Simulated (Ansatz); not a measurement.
SnO$_{2}$

```
CELL_PARAMETERS angstrom
3.53247 2.03947 -2.88568
0.00000 4.07895 2.88568
3.53247 -2.03947 2.88568
ATOMIC_POSITIONS crystal
Sn 0.50000 0.00000 0.00000
Sn 0.00000 0.50000 0.00000
Sn 0.00000 0.00000 0.50000
Sn 0.50000 0.50000 0.50000
O 0.25002 0.24998 0.24998
O 0.75002 0.74998 0.24998
O 0.75002 0.24998 0.74998
O 0.25002 0.74998 0.74998
O 0.74998 0.25002 0.25002
O 0.24998 0.75002 0.25002
O 0.24998 0.25002 0.75002
O 0.74998 0.75002 0.75002
```

Space group Fm-3m; a structure from a database of computed crystals, not necessarily the ambient phase; computed pressure about 20 GPa in this cell.

Theory: Kohn-Sham DFT of a periodic cell, PBE, Ansatz PAW in Ansatz 0.2.0.

Core electrons are frozen (PAW), and the valence fields are smoothed inside the atomic spheres.

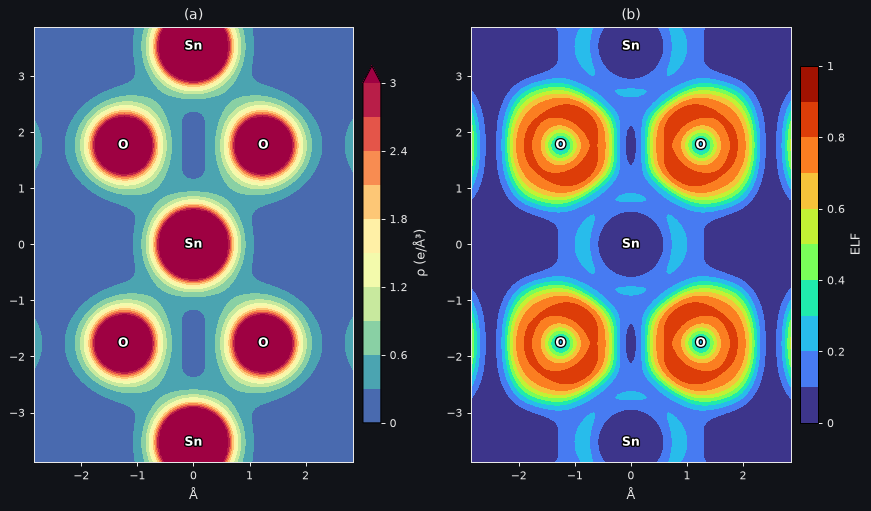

Figure 1. (a) valence charge density (pseudo); (b) electron localisation function on the (11̄0) plane of the conventional cell.

**Interpret the plot.**

- Atoms in the plane: Sn and O.
- Sn–O (2.16 Å): ρ is about 0.54 e/Å³ halfway; the ELF peaks at about 0.85 in the valence shell of O, 0.6 Å from its nucleus, and is about 0.25 at the midpoint: no shared electron pair shows on this line.
- Between the atoms the lowest density in this plane is 0.02 e/Å³.

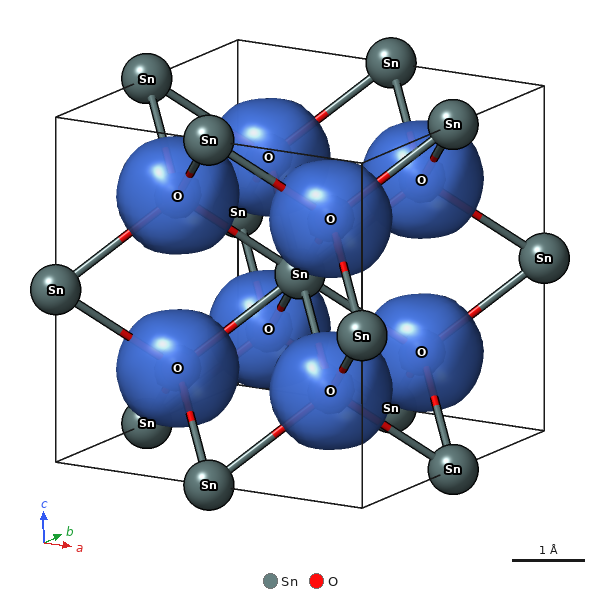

Figure 2. Isosurface of the ELF at 0.65 (blue), seen at an oblique angle. Only the valence region is drawn (cores and ρ < 0.01 e/Å³ removed). Sticks mark near contacts.

**What do the ELF domains correspond to?**

At this value the surface marks out eight regions wrapped around O (the valence shell of each), counted in one cell of 12 atoms. Regions shared between cells count once.

**Does the calculation make it a metal, or give it a gap?**

It is gapped, with a Kohn–Sham gap of 0.73 eV on the k-point mesh, an upper bound to the gap of this method.
